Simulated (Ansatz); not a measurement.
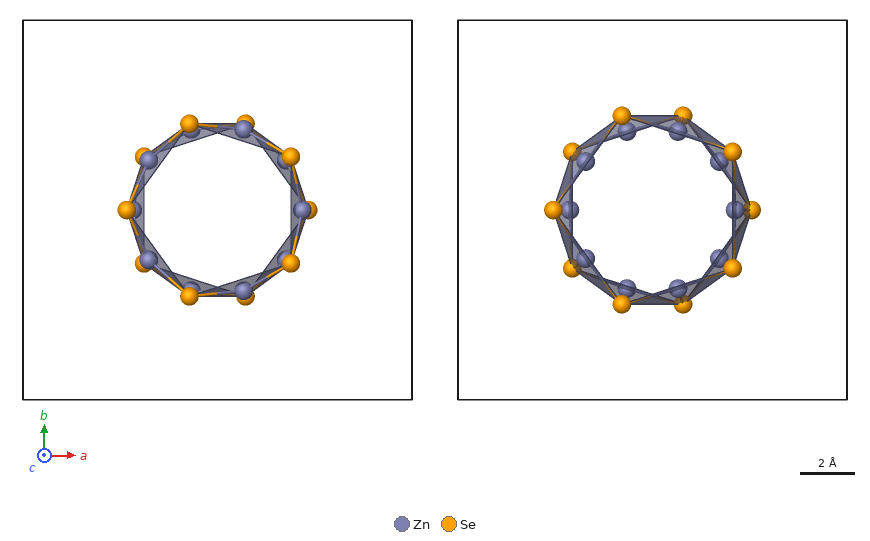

Two geometries of a wire of composition ZnSe, drawn at one scale. One is the start of a relaxation, the other its converged end. A polyhedral model of the cell of the calculation, with the vacuum cut short, seen along the c axis.

Level of theory: Ansatz, DFT PBE, scalar-relativistic, plane waves, PAW. (plane-wave cutoff 420 eV; k-point mesh 1 × 1 × 7; occupations gaussian; smearing width 0.05 eV; no spin polarisation; cell relaxed at fixed a, b, alpha, beta, gamma; force threshold 0.02 eV/Å; at most 45 steps)

Question: Which of the two is the end point?

Answer: The right one is the relaxed one. Case: (5,0) tube. The largest moves relative to the centre of the atoms, 0.31 Å, are those of Se atoms. By element the largest moves are Se 0.31 Å, Zn 0.09 Å. Along the periodic axis the drawn cell goes c 7.083 → 6.741 Å (−4.8 %). Near-neighbour distances that change, for instance: Se–Zn 2.341 → 2.397 Å, Se–Zn 2.371 → 2.410 Å. Bond angles that change, for instance: Se–Zn–Se 115.2° → 128.4°, Zn–Se–Zn 118.0° → 107.0°, Zn–Se–Zn 104.3° → 97.3°. The energy falls by 1.941 eV per cell of the calculation in 4 accepted moves (5 points after the start). The largest force component goes from 1 to 0.0066 eV/Å. The SCF was repeated once at an unchanged geometry on a basis and grid sized afresh for the cell, which shifted the energy by 6.7 meV per cell of the calculation at most.
